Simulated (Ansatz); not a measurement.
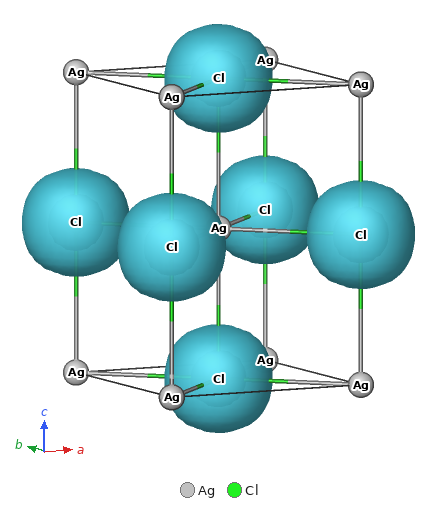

Figure 1: AgCl. Isosurface of the electron localisation function at 0.8 (cyan), seen at an oblique angle. Only the valence region is drawn (cores and ρ < 0.01 e/Å³ removed). Sticks mark near contacts.

Space group I4/mmm; started from the rocksalt prototype, which need not be the ambient phase; changed on purpose from its base cell (epitaxial xy strain -0.5%).

Theory: DFT, r2SCAN, plane waves, PAW (Ansatz).

Core electrons are frozen (PAW), and the valence fields are smoothed inside the atomic spheres.

Describe the localisation domains.

At this value the surface marks out two regions wrapped around Cl (the valence shell of each), counted in one cell of 4 atoms. Regions shared between cells count once. Profiles from the grid: Ag–Cl (2.76 Å): the ELF peaks at about 0.85 in the valence shell of Cl, 0.8 Å from its nucleus, and drops to about 0.10 between the two atoms (no shared electron pair shows on this line).

Does the calculation make it a metal, or give it a gap?

It is gapped, with a Kohn–Sham gap of 1.4 eV on the k-point mesh (the band edges may lie off the mesh, which would make the gap smaller).
